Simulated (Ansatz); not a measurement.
A structure file:

```cif
data_structure
_symmetry_space_group_name_H-M 'P 1'
_symmetry_Int_Tables_number 1
_cell_length_a 3.9426
_cell_length_b 3.9262
_cell_length_c 6.5091
_cell_angle_alpha 90.000
_cell_angle_beta 90.000
_cell_angle_gamma 120.138
_cell_volume 87.14
loop_
_atom_site_label
_atom_site_type_symbol
_atom_site_fract_x
_atom_site_fract_y
_atom_site_fract_z
_atom_site_occupancy
Ca1 Ca 0.34235 0.67117 0.25000 1
Ca2 Ca 0.67117 0.32883 0.75000 1
```

Give a crystallographic description of this input.

The element is calcium. Strictly the space group is Cmcm (No. 63, within 0.01 Å). It is a distorted form of a primitive hexagonal structure, space group P6_3/mmc (No. 194) within 0.25 Å: hexagonal close-packed (Mg type). The cell holds two atoms. Ca is surrounded by twelve Ca in an anticuboctahedral arrangement at 3.93 to 3.98 Å. The bonds build a three-dimensional framework.

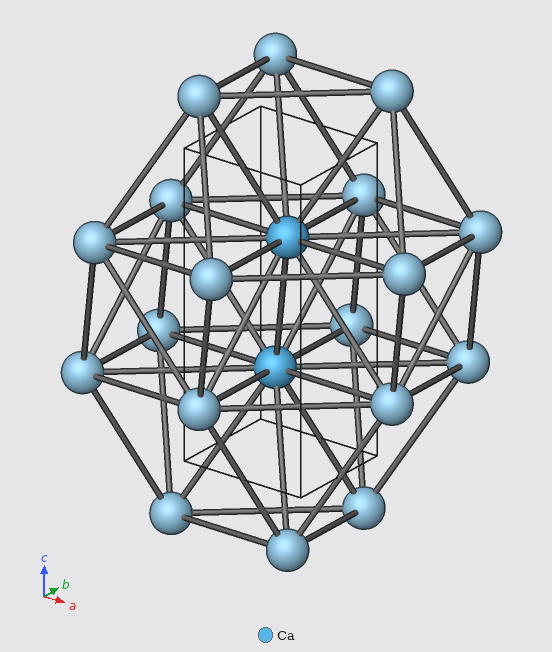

The crystal in a ball-and-stick representation, seen slightly off an axis. The frame is the unit cell; atoms at its boundary are shown with their periodic copies. The bonded neighbours beyond the faces are included, in fainter colours. Colours: calcium blue.

The cell started as a structure listed in the Materials Project. Earlier steps of the study may have refined or changed the cell and positions. A calculation with Ansatz used it as input.
